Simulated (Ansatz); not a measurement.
System: V8N.

The calculation's input:

```
crystal:
  lattice:
    - [8.4936772994, 0.0, 0.0]
    - [0.0, 8.4936772994, 0.0]
    - [0.0, 0.0, 2.9030868333]
  atoms:
    - { symbol: V, position: [0.842352794, 0.157647206, 0.5] }
    - { symbol: V, position: [0.157647206, 0.842352794, 0.5] }
    - { symbol: V, position: [0.657647206, 0.657647206, 0.0] }
    - { symbol: V, position: [0.342352794, 0.342352794, 0.0] }
    - { symbol: V, position: [0.3872807585, 0.6127192415, 0.5] }
    - { symbol: V, position: [0.6127192415, 0.3872807585, 0.5] }
    - { symbol: V, position: [0.1127192415, 0.1127192415, 0.0] }
    - { symbol: V, position: [0.8872807585, 0.8872807585, 0.0] }
    - { symbol: V, position: [0.8851392461, 0.6265398626, 0.5] }
    - { symbol: V, position: [0.1148607539, 0.3734601374, 0.5] }
    - { symbol: V, position: [0.6148607539, 0.1265398626, 0.0] }
    - { symbol: V, position: [0.3851392461, 0.8734601374, 0.0] }
    - { symbol: V, position: [0.6265398626, 0.8851392461, 0.5] }
    - { symbol: V, position: [0.3734601374, 0.1148607539, 0.5] }
    - { symbol: V, position: [0.1265398626, 0.6148607539, 0.0] }
    - { symbol: V, position: [0.8734601374, 0.3851392461, 0.0] }
    - { symbol: "N", position: [0.0, 0.0, 0.5] }
    - { symbol: "N", position: [0.5, 0.5, 0.0] }
basis:
  ecutwfc: 500
kpoints:
  mp_grid: { grid: [4, 4, 12] }
hamiltonian:
  xc: r2scan
scf:
  occupations: { method: gaussian, width: 0.1 }
output:
  forces: true
  stress: true
  eigenvalues: true
  write_density: true
  write_potential: true
  elf: true
  volumetric_format: npy
relax:
  adjacent_minimum: "off"
  f_tol: 0.01
  max_steps: 30
  cell: { stress_tol: 0.1, fix: [volume] }
```

Command:

```sh
ansatz run input.yaml --threads 4 --pin off --max-ram 10240MiB --backend cpu --events-out ev --progress --plain --runs-dir out
```

Below, planes, directions and counts refer to the conventional cell (a = 8.49 Å, b = 8.49 Å, c = 2.90 Å, α = 90.00°, β = 90.00°, γ = 90.00°).

Space group P4₂/mnm; a structure from a database of computed crystals, not necessarily the ambient phase; changed on purpose from its base cell (volume × 0.94, shape and atoms relaxed); computed pressure about 15 GPa in this cell; computed without spin polarisation.

Computed with DFT r2SCAN, scalar-relativistic, plane waves, PAW (Ansatz).

What will maps of the valence pseudo-density and electron localisation function show?

Answer. V–N (1.90 Å): ρ is about 0.82 e/Å³ halfway; the ELF peaks at about 0.80 in the valence shell of N, 0.6 Å from its nucleus, and is about 0.20 at the midpoint: no shared electron pair shows on this line.
V–V (2.72 Å): the density is about 0.25 e/Å³ at the midpoint; the ELF is about 0.10 at the midpoint (no shared electron pair shows on this line).

Does the calculation make it a metal, or give it a gap?

Answer. It is metallic or semimetallic at this level of theory: no gap opens; semilocal functionals without U, or without the true magnetic order, often close the gap of such compounds.

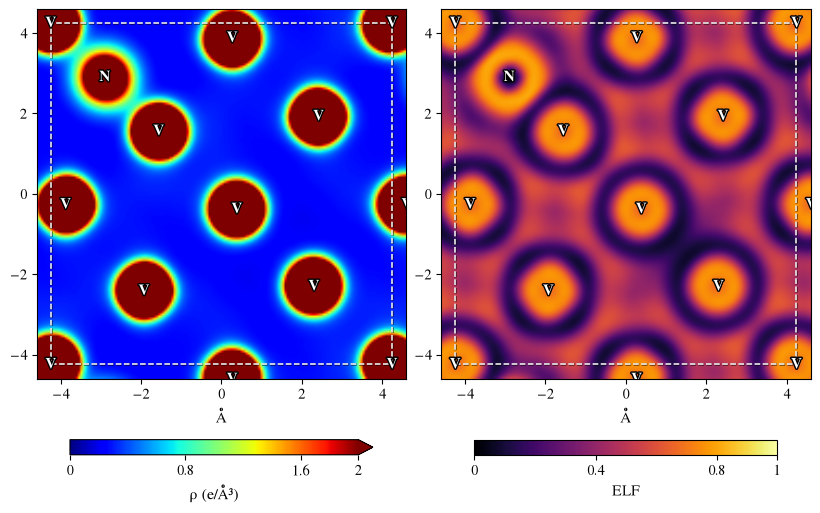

Computed valence pseudo-density and electron localisation function on the (001) plane of the conventional cell, in this order. 

Core electrons are frozen (PAW), and the valence fields are smoothed inside the atomic spheres.
